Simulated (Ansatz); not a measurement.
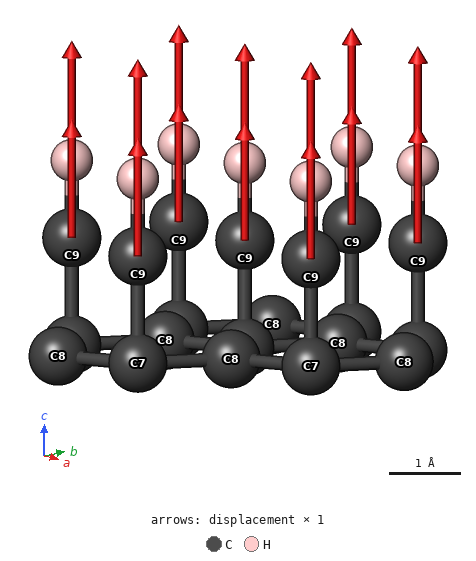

This is a constrained relaxation of a slab of composition HC9 (cut from the P6_3/mmc phase). The starting structure is drawn; red arrows show the displacements, at their true length.

Style: ball-and-stick. Shown: the atoms within 4.2 Å of the atom that moves most (axes of the 2 × 3 repeat of the cell, outlined in the plane, without the vacuum), slightly off an axis.

Case: CH put at a top C site. The slab is the (0 0 1) face of C with CH on it. 4 atoms are held fixed.

Method: Ansatz 0.2.0, DFT PBE+D3(BJ), scalar-relativistic, plane waves, PAW. Set-up: plane-wave cutoff 420 eV; k-point mesh 12 × 12 × 1; occupations gaussian; smearing width 0.1 eV; no spin polarisation; dipole correction; atoms relaxed in a fixed cell; force threshold 0.03 eV/Å; at most 70 steps.

Q: What happened in the run?

A: Over 12 geometry steps the energy falls by 1.973 eV per cell of the calculation. The largest force component goes from 4.1 to 0.0058 eV/Å. The H atom moves most: 1.70 Å along the normal (+c). Largest moves by element: H 1.70 Å, C 1.68 Å. The cell stays as it was. Some distances before and after: C–C 1.520 → 3.199 Å, C–C 2.082 → 3.503 Å, C–H 1.100 → 1.123 Å. Bonds break, among them: C–C (1.52 → 3.20 Å). The run took 57 s on 2 threads of AMD EPYC 7R43 64-Core Processor (Zen 3), with other jobs on the host, peak memory 0.45 GiB.

Limits of the set-up: the periodic images lie only 2.5 Å apart, so the values are limited by the cell's size.
